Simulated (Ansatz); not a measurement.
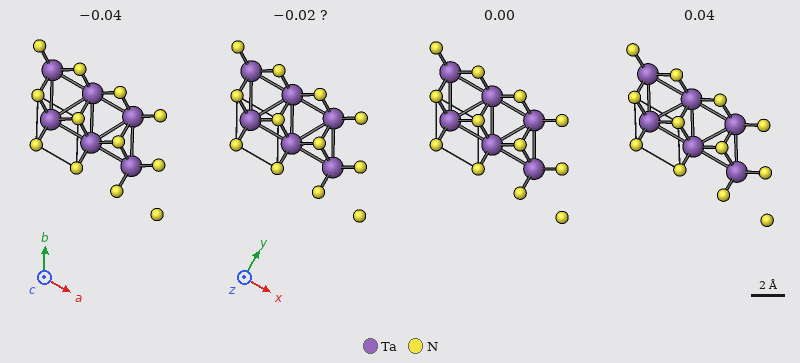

A scan of crystalline TaN (P-6m2): the cell is strained along x and oppositely along y, with the atoms kept at their fractional coordinates. x, y and z are the Cartesian axes of the input. A ball-and-stick model of the cell of the calculation, repeated 3 × 2 × 2 with one cell outlined, seen along the c axis.

Level of theory: DFT PBEsol, scalar-relativistic, plane waves, PAW (Ansatz 0.2.0). Set-up: plane-wave cutoff 420 eV; k-point mesh 18 × 18 × 16; occupations gaussian; smearing width 0.15 eV; no spin polarisation. Energies (free energies at the smearing named) are counted from the cell as listed in its source, which wasn't relaxed.

```tsv
strain	ΔE (meV/atom)
−0.040	51.4
−0.030	28.2
−0.020	?
−0.010	3.0
0.000	0.0
0.010	2.9
0.020	11.8
0.030	26.7
0.035	36.4
0.040	47.6
```

Q: Estimate the missing energy from the other rows, and compare with the calculation.

A: A straight line between the two neighbours gives 15.6 meV/atom. A cubic through the four nearest rows (−0.040, −0.030, −0.010, 0.000) gives, with Lagrange weights, (−0.1667)(51.4) + (0.6667)(28.2) + (0.6667)(3.0) + (−0.1667)(0.0) = 12.2 meV/atom. The calculation gives 12.2 meV/atom, so the cubic is right to the digits shown and the straight line 3.4 meV/atom too high, as the curve bends upwards here.

The whole profile:

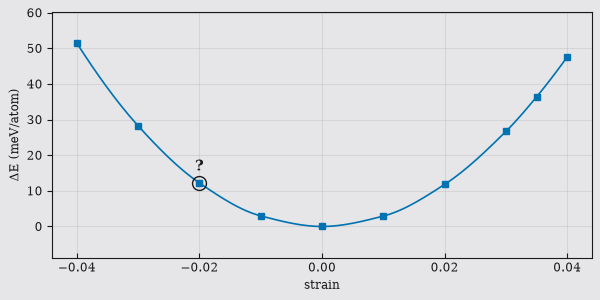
